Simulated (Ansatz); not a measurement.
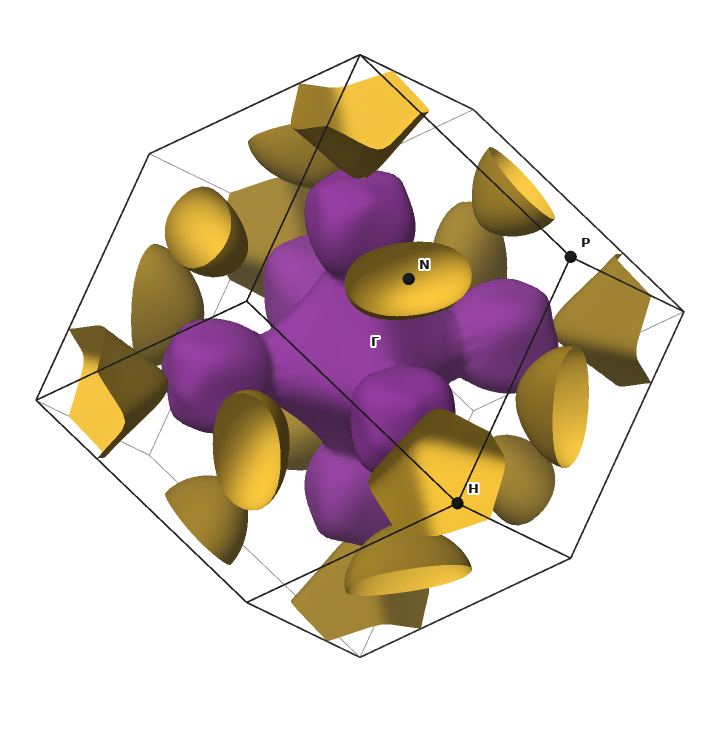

A computed Fermi surface in the first Brillouin zone. Each colour is one band. The brighter face of a sheet looks towards empty states.

Which Bravais lattice has this zone?

Body-centred cubic.

What do the sheets look like?

The yellow sheet: one hole pocket centred at H (5.6 % of the zone) and six hole pockets centred at N (each 0.77 % of the zone).
The pink sheet: one electron pocket centred at Γ (10 % of the zone).
The teal sheet: six electron pockets on the Γ–H line (each 0.09 % of the zone).
A pocket cut by a face of the zone is counted once with the part on the opposite face.

The surface was computed for Mo (Im-3m); other compounds with the same structure and electron count can look alike.

Computed with Ansatz 0.2.0, DFT PBE, scalar-relativistic, plane waves, PAW; levels and slopes on a dense k mesh at the converged density. No spin polarisation. The levels come from a k mesh of 34×34×34 points. The geometry was not relaxed (residual pressure 3 GPa).

Spin-orbit coupling is left out; with Mo it can split, shift or remove sheets. Necks and pockets thinner than about two mesh steps aren't resolved, so separate pockets may in truth be joined.
